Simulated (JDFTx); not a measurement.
**Te: 7 runs along one coordinate**

System: Te (P3₁21, 3 atoms in the cell).
Method: Kohn-Sham DFT of a periodic cell, PBEsol, PseudoDojo-SR-PBEsol-0.4.1-standard, no spin polarisation (JDFTx 1.7.0 (patched build)).

The 7 runs differ only in the geometry, by an even scaling of the cell at fixed fractional positions. The structure derives from an entry of the Crystallography Open Database.

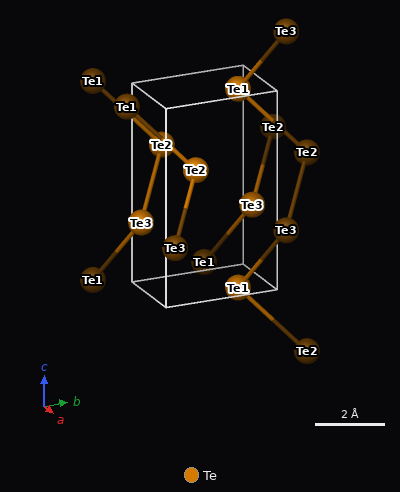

Figure 1. The structure of run 4 (ball-and-stick view of the cell of the calculation, seen slightly off an axis; neighbours outside the cell are drawn fainter; atoms are numbered from 1 in the order of the input). An atom can appear more than once, as a periodic image.

**Input of run 4**
```
lattice \
    8.4168401591    -4.2084200795     0.0000000000 \
    0.0000000000     7.2891973974     0.0000000000 \
    0.0000000000     0.0000000000    11.1947375623
coords-type Lattice
ion Te     0.7310000000     0.7310000000     0.0000000000 1
ion Te     0.0000000000     0.2690000000     0.6666666667 1
ion Te     0.2690000000     0.0000000000     0.3333333333 1

ion-species pseudo/Te.upf
elec-cutoff 40 320
elec-ex-corr gga-PBEsol
kpoint-folding 7 7 5
elec-smearing Fermi 0.0018374661
elec-n-bands 32
electronic-SCF nIterations 100 energyDiffThreshold 1e-09
electronic-minimize nIterations 30 energyDiffThreshold 1e-7
forces-output-coords Cartesian

dump-name run.$VAR
dump End Ecomponents EigStats BandEigs Kpoints Forces Stress ElecDensity Dtot KEdensity
```

Command:
```bash
jdftx -c 1 -i Te.in -o Te.out
```

Run 3 differs from it as follows:
```diff
-    8.4168401591    -4.2084200795     0.0000000000 \
-    0.0000000000     7.2891973974     0.0000000000 \
-    0.0000000000     0.0000000000    11.1947375623
+    8.3603495968    -4.1801747984     0.0000000000 \
+    0.0000000000     7.2402751355     0.0000000000 \
+    0.0000000000     0.0000000000    11.1196028316
```

**Results, with one run withheld**

| run | volume per atom (Å³) | free energy per atom, from the lowest run given (meV) | pressure (GPa) | gap on the mesh (eV) |
| --- | --- | --- | --- | --- |
| 1 | 31.890 | 10.38 | 2.61 | 0.56 |
| 2 | 32.568 | 2.00 | 1.33 | 0.57 |
| 3 | 33.247 | ? | ? | ? |
| 4 | 33.925 | 0.00 | −0.82 | 0.58 |
| 5 | 34.604 | 5.33 | −1.72 | 0.59 |
| 6 | 35.282 | 14.28 | −2.53 | 0.59 |
| 7 | 35.961 | 26.45 | −3.24 | 0.59 |

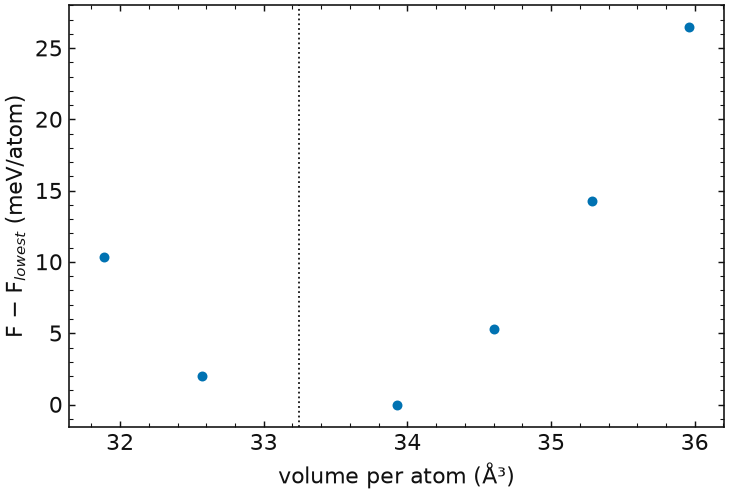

Figure 2. Free energy per atom of the runs given; the dotted line marks run 3.

Fit the runs given and predict run 3.

A cubic polynomial in V^(−2/3) (the Birch–Murnaghan form), fitted to the 6 runs given, misses them by at most 0.01 meV per atom. With x = V^(−2/3) − 0.09531 Å⁻², it reads F = 0.31515 − 2948.5 x + 1.2847e+06 x² + 4.6182e+06 x³ (meV per atom). At run 3 it gives −1.28 meV per atom, and the run itself gives −1.28. The slope of the fit gives a pressure −dF/dV of 0.21 GPa there, and the run prints 0.19 GPa. The fit has its minimum at 33.384 Å³ per atom, where V d²F/dV² gives 51.6 GPa. Cell shape and fractional positions are held, so this is the stiffness under even scaling; the relaxed bulk modulus wasn't computed and can be far lower in a crystal of layers, chains or molecules like this one. The gap on the mesh goes, without turning, from 0.56 eV in run 1 to 0.59 eV in run 7; run 3 has 0.58 eV. These are gaps of this functional on this mesh, which can miss the band edges; they aren't the measured gap.

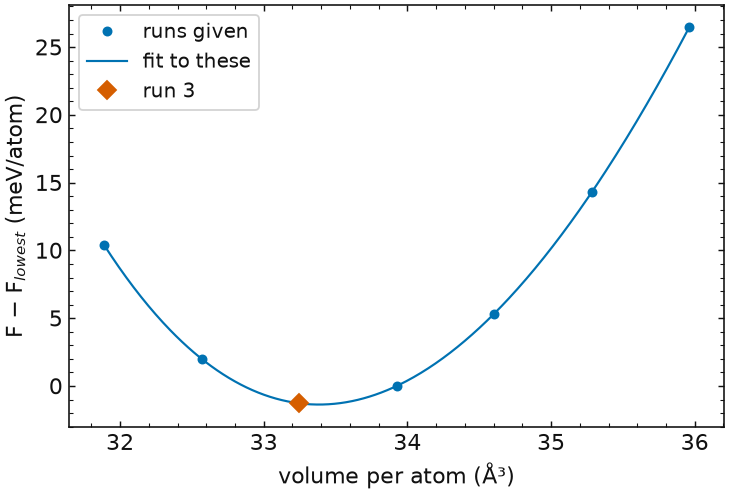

Figure 3. The fit and the withheld run.

**Some lines of the output (run 3)**
```
[...]
unit cell volume = 673.083
     Etot =     -280.0430698034265333
        F =     -280.0430743361362147
	HOMO-LUMO gap: +0.021197
	Optical gap  : +0.028472 at state 31 ( [ +0.285714 +0.285714 +0.400000 ] spin 0 )
```
